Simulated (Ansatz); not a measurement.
WS2 (space group R-3m, No. 166). Coordinates: the input geometry of an electronic-structure calculation (not necessarily at equilibrium); the starting structure was generated, so it need not be a known form of this composition.

```cif
data_structure
_symmetry_space_group_name_H-M 'R-3m:H'
_symmetry_Int_Tables_number 166
_cell_length_a 3.1972
_cell_length_b 3.1972
_cell_length_c 18.2613
_cell_angle_alpha 90.000
_cell_angle_beta 90.000
_cell_angle_gamma 120.000
_cell_volume 161.66
loop_
_atom_site_label
_atom_site_type_symbol
_atom_site_symmetry_multiplicity
_atom_site_Wyckoff_symbol
_atom_site_fract_x
_atom_site_fract_y
_atom_site_fract_z
_atom_site_occupancy
W1 W 3 a 0.00000 0.00000 0.00000 1
S1 S 6 c 0.00000 0.00000 0.24773 1
```

Bonds are taken as S–W below 2.7 Å. Atoms with one bond or none are removed and atoms with two bonds are replaced by edges, until no such atom is left.

Derive the underlying net.

The result is a binodal (3,6)-connected, two-periodic (layers) net: S is a 3-connected node; W is a 6-connected node, in the ratio 2:1. It is the kgd net, known from the layers of CdI2 (1T type). The layers lie parallel to (001).

```json
{"node": "S", "links": "3", "point symbol": "4^3", "coordination sequence": "3 12 9 24 15"}
{"node": "W", "links": "6", "point symbol": "4^6.6^6.8^3", "coordination sequence": "6 6 18 12 30"}
```

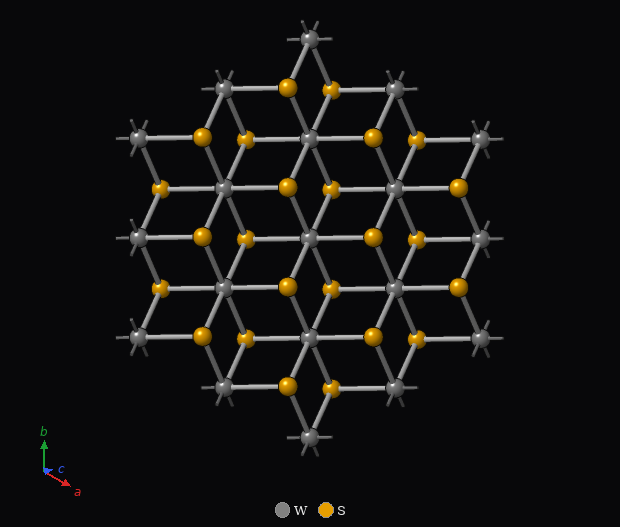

Nodes are coloured by element. One layer is drawn. Short stubs are edges that leave the cut-out.
